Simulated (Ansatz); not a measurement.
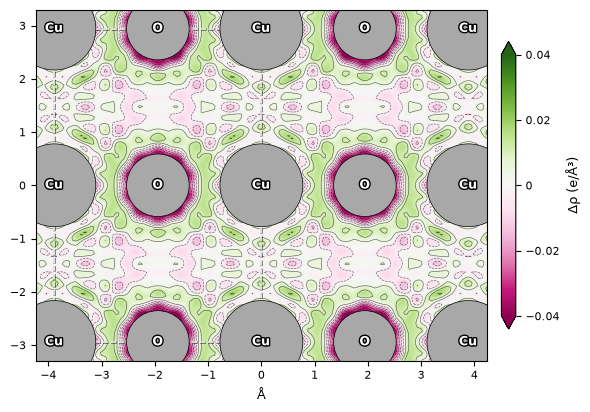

CuO. Difference of the valence pseudo-densities of two functionals at the same geometry, on the (110) plane of the calculation cell: RPBE less PBE.

Both computed with Ansatz (plane waves, PAW), on the same k-point mesh. Grey discs cover the atomic cores.

### What does the difference map show?

Against PBE, RPBE gives less density around O (−0.005 e/Å³ on average at 0.7 Å from the nucleus) and a change of +0.009 e/Å³ at the midpoint of Cu–O.
